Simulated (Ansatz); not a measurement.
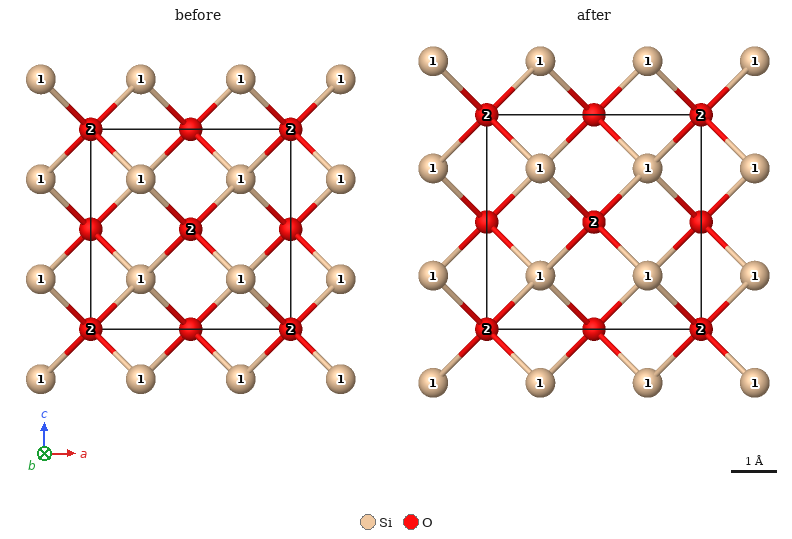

The structure of crystalline SiO (a generated structure, set up in F-43m) (coarse preliminary run) before (left) and after (right) a relaxation, at one scale.

A ball-and-stick model of the conventional cell (4 times the calculation's cell), seen along the b axis. Lengths and directions refer to the drawn axes.

The calculation used Ansatz, DFT PBE, scalar-relativistic, plane waves, PAW. (plane-wave cutoff 420 eV; k-point mesh 6 × 6 × 6; occupations gaussian; smearing width 0.1 eV; no spin polarisation; cell and atoms relaxed; force threshold 0.04 eV/Å; at most 70 steps)

Q: Describe what moved and what it gained.

A: No atom moves by more than 0.005 Å relative to the cell. Cell: a = b = c 4.528 → 4.856 Å (+7.3 %). Volume +23.4 %. Among the contacts that change: Si1–O2 1.960 → 2.103 Å. The space group stays F-43m (No. 216). The energy falls by 0.259 eV per cell of the calculation in 5 accepted moves (7 points after the start). All forces vanish by symmetry, so only the cell relaxes. The pressure goes from 14.46 to 0.05 GPa. The SCF was repeated twice at an unchanged geometry on a basis and grid sized afresh for the cell, which shifted the energy by 34.9 meV per cell of the calculation at most.
